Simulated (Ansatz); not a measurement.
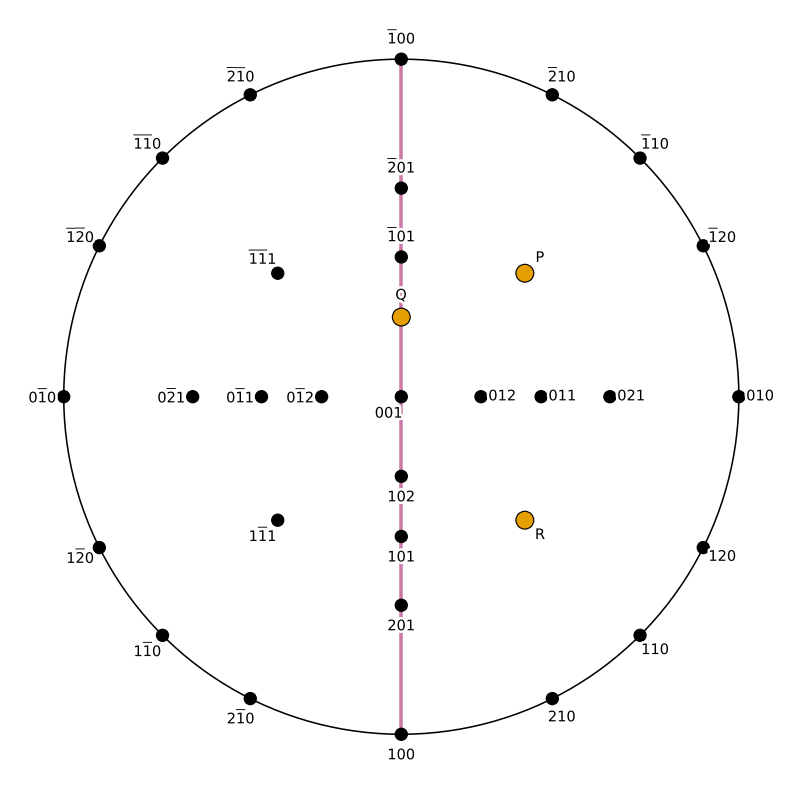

Stereographic projection of plane normals (upper hemisphere) centred on (0 0 1). Crystal: KBr, the end point of a relaxation with Ansatz, DFT PBE, scalar-relativistic, plane waves, PAW. Symmetry computed with spglib at a tolerance of 0.002 Å; standard conventional cell.

a = 6.711 Å, b = 6.708 Å, c = 6.707 Å, α = 90.00°, β = 90.00°, γ = 90.00°.

Q: Index the poles marked P, Q, R.

A: P is (−1 1 1), 54.7° from the centre; Q is (−1 0 2), 26.5° from the centre; R is (1 1 1), 54.7° from the centre.

Q: Which zone does the coloured great circle trace?

A: The zone [0 1 0]: its poles satisfy k = 0.

Q: What is the angle between the normals of (2 1 0) and (0 −1 2), and what are their d_hkl = 1/|g|?

A: 101.5°; d = 3.001 Å and 2.999 Å.
